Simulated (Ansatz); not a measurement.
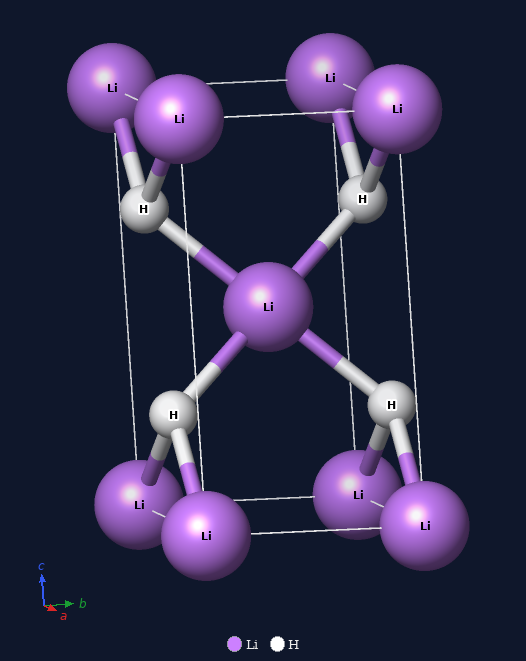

Structure drawing (ball-and-stick), viewed slightly off an axis. The frame is the conventional unit cell; atoms at its boundary are shown with their periodic copies. Cell: a = 2.75 Å, b = 2.81 Å, c = 5.14 Å, α = 90.00°, β = 102.64°, γ = 90.00°.

The cell started as a structure type filled with these elements by a generator (whether the compound takes this form wasn't checked). Earlier steps of the study may have refined or changed the cell and positions. It was run through Ansatz as a DFT input.

Give a description of the structure.

Answer. Chemical formula LiH. The structure has P2/m (No. 10) symmetry and a primitive monoclinic lattice. With Z = 2, the cell contains 2 Li, 2 H. About every Li there are four H in a square planar arrangement at about 1.9 Å. The coordination shell of H holds four Li at about 1.9 Å. The bonds build a three-dimensional framework.

The numbers come from DFT PBE, scalar-relativistic, plane waves, PAW (Ansatz 0.2.0), using E_cut = 420 eV, k-points about 0.19 Å⁻¹ apart, Gaussian smearing of 0.01 eV, no spin polarisation.

Classify it as metallic or gapped, with the value.

Answer. A semiconductor at this level, with a gap of 0.26 eV, indirect.

What charge does Bader's analysis assign to each element?

Answer. Li +0.86 e; H -0.86 e.

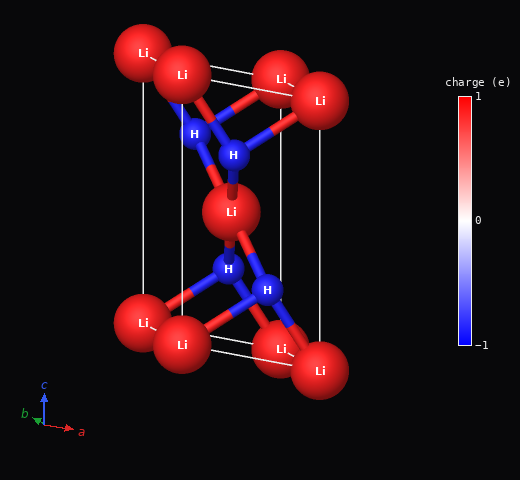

The atoms coloured by those charges. The run's cell of 4 atoms is drawn in a reduced setting, so axes and origin can differ from the first picture.

Can this geometry be taken as optimised?

Answer. Yes. All forces vanish to within 0.01 eV/Å. The pressure is 0.0 GPa, close to zero.
